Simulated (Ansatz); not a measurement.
## Electronic structure of ZnInGaO4 in real space

```
CELL_PARAMETERS angstrom
3.36065 0.00000 0.00000
-1.68033 2.91041 0.00000
0.00000 0.00000 26.14022
ATOMIC_POSITIONS crystal
Zn 0.00000 0.00000 0.21838
Zn 0.66667 0.33333 0.55172
Zn 0.33333 0.66667 0.88505
In 0.00000 0.00000 0.00277
In 0.66667 0.33333 0.33610
In 0.33333 0.66667 0.66943
Ga 0.66667 0.33333 0.12037
Ga 0.33333 0.66667 0.45370
Ga 0.00000 0.00000 0.78703
O 0.00000 0.00000 0.29514
O 0.66667 0.33333 0.62848
O 0.33333 0.66667 0.96181
O 0.66667 0.33333 0.04469
O 0.33333 0.66667 0.37802
O 0.00000 0.00000 0.71136
O 0.00000 0.00000 0.12172
O 0.66667 0.33333 0.45505
O 0.33333 0.66667 0.78838
O 0.66667 0.33333 0.19693
O 0.33333 0.66667 0.53027
O 0.00000 0.00000 0.86360
```

Space group R3m; a structure from a database of computed crystals, not necessarily the ambient phase; computed pressure about −7 GPa in this cell.

The calculation used Ansatz, DFT PBEsol, scalar-relativistic, plane waves, PAW.

Core electrons are frozen (PAW), and the valence fields are smoothed inside the atomic spheres.

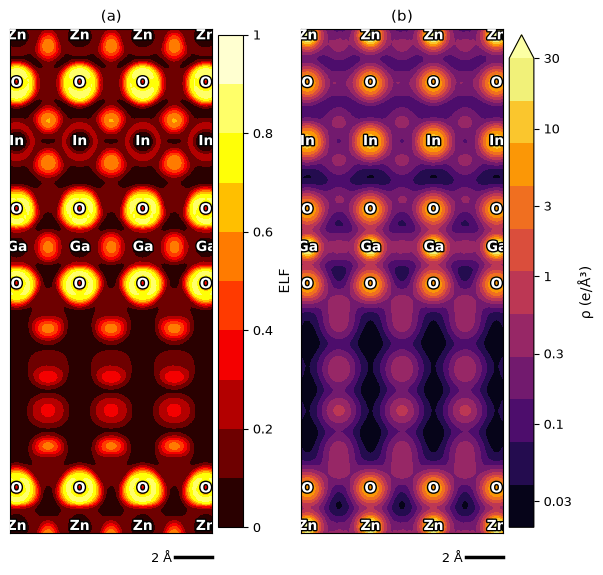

Figure 1. (a) electron localisation function; (b) valence electron density on the (100) plane of the conventional cell.

**What does the map show?**

- Atoms in the plane: Zn, In, Ga and O.
- Zn–O (2.01 Å): ρ at the midpoint is about 0.55 e/Å³; the ELF peaks at about 0.85 in the valence shell of O, 0.6 Å from its nucleus, and is about 0.25 at the midpoint; no shared electron pair shows on this line.
- Ga–O (2.00 Å): ρ is about 0.62 e/Å³ halfway; the ELF peaks at about 0.85 in the valence shell of O, 0.6 Å from its nucleus, and is about 0.35 at the midpoint.
- Between the atoms the lowest density in this plane is 0.02 e/Å³.
- The ELF also peaks beside O, away from the bonds: lone-pair regions.

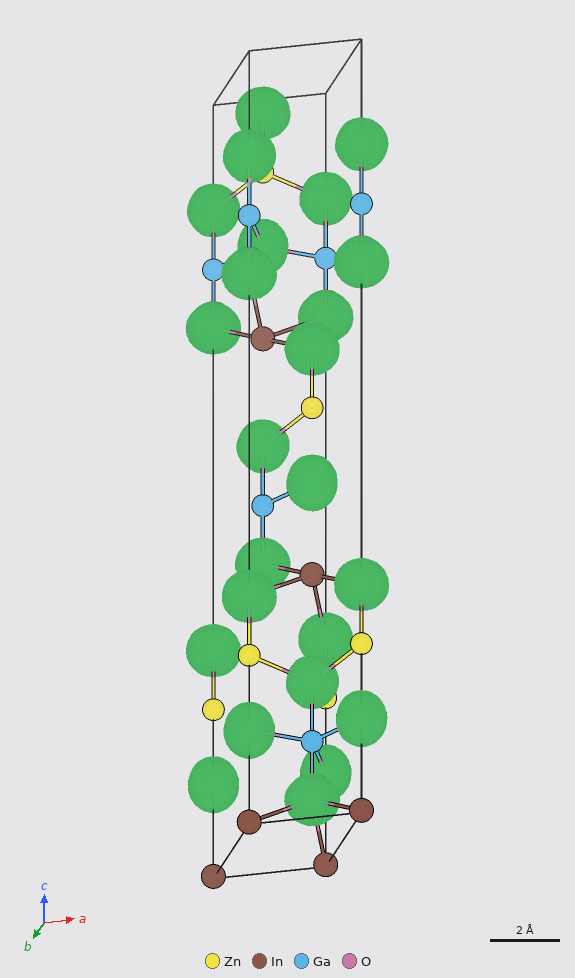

Figure 2. Isosurface of the ELF at 0.75 (green), seen at an oblique angle. Core shells and regions of very low density are left out. Sticks mark near contacts.

**Identify the bonds, lone pairs and shells in this picture.**

The ELF exceeds this value in twelve regions wrapped around O (the valence shell of each), counted in one cell of 21 atoms. Regions shared between cells count once. Along the contacts the grid gives the following. Ga–O (1.94 Å): the ELF peaks at about 0.85 in the valence shell of O, 0.6 Å from its nucleus, and is about 0.35 at the midpoint.

**Metal or insulator at this level of theory?**

It is gapped, with a Kohn–Sham gap of 0.98 eV on the k-point mesh (the band edges may lie off the mesh, which would make the gap smaller).
